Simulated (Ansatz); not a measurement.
Au

```
Au
1.0
     2.07904    0.00000   -2.07904
    -2.07904    2.07904    0.00000
    24.94888   24.94826   24.94826
Au
18
Direct
  0.00000 0.00000 0.69444
  0.33333 0.66667 0.36111
  0.66667 0.33333 0.02778
  0.33331 0.66669 0.97222
  0.66664 0.33336 0.63889
  0.99997 0.00003 0.30555
  0.66666 0.33334 0.75000
  0.99999 0.00001 0.41666
  0.33333 0.66667 0.08333
  0.99998 0.00002 0.86111
  0.33332 0.66668 0.52778
  0.66665 0.33335 0.19444
  0.33332 0.66668 0.80555
  0.66666 0.33334 0.47222
  0.99999 0.00001 0.13889
  0.66664 0.33336 0.91666
  0.99998 0.00002 0.58333
  0.33331 0.66669 0.25000
```

Space group R-3m.

All numbers below come from DFT PBE, scalar-relativistic, plane waves, PAW (Ansatz).

What will maps of the valence pseudo-density and electron localisation function show?

Answer. Au–Au (2.94 Å): the density is about 0.25 e/Å³ at the midpoint; the ELF is about 0.20 at the midpoint: no localised pair shows between them.

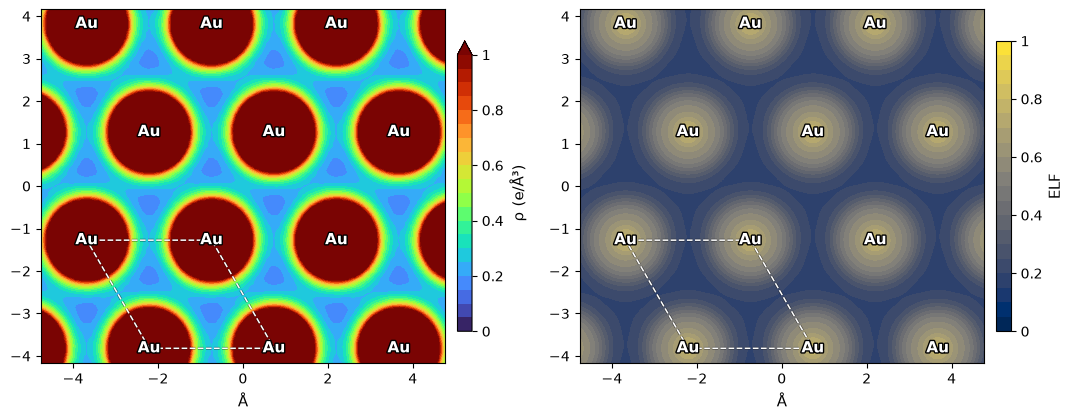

Computed valence pseudo-density and electron localisation function on the (001) plane of the conventional cell, in this order. 

The density is the valence pseudo-density of a PAW calculation; it isn't the true density close to the nuclei.
